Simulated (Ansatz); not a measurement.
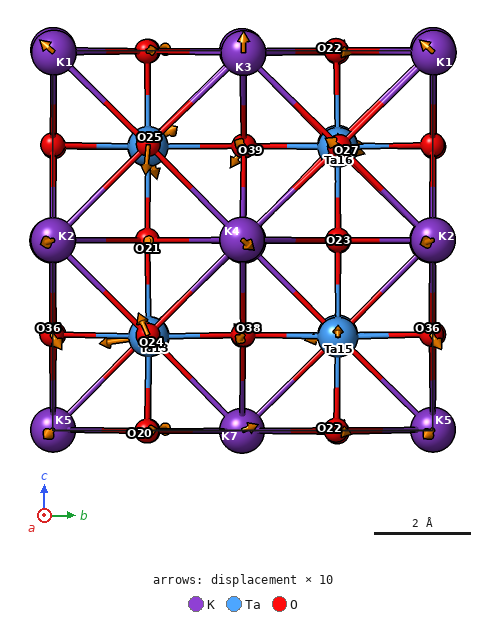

A relaxation of a defect cell of composition K8Ta8O23 (cell charge −1). The starting structure is drawn; orange arrows show the displacements, 10 times their true length.

A ball-and-stick model of the cell of the calculation, seen along the a axis.

Method: DFT, PBEsol, PAW, plane waves (Ansatz). Settings: plane-wave cutoff 420 eV; k-point mesh 1 × 1 × 1; mesh shifted by (0.25, 0.25, 0.25); collinear spin; atoms relaxed in a fixed cell; force threshold 0.03 eV/Å; at most 80 steps.

**Describe the change and its energy.**

The atom that moves furthest is a Ta atom (0.12 Å roughly along [−1 −2 0]). By element the largest moves are Ta 0.12 Å, O 0.10 Å, K 0.05 Å. The cell doesn't change. Near-neighbour distances that change, for instance: K–Ta 3.427 → 3.576 Å, K–O 2.810 → 2.948 Å, K–Ta 3.445 → 3.575 Å, K–O 2.836 → 2.732 Å. Bond angles that change, for instance: O–Ta–O 88.9° → 97.4°, Ta–O–Ta 179.2° → 172.4°, O–Ta–O 90.5° → 96.2°. The energy falls by 0.360 eV per cell of the calculation in 9 accepted moves (10 points after the start). The largest force component goes from 0.94 to 0.016 eV/Å. The line search rejected the trial step at point 6 of the run.

Limits of the set-up: the periodic images lie only 8.0 Å apart, so the values are limited by the cell's size; the cell is charged, on a uniform background, and energies carry no finite-size correction.
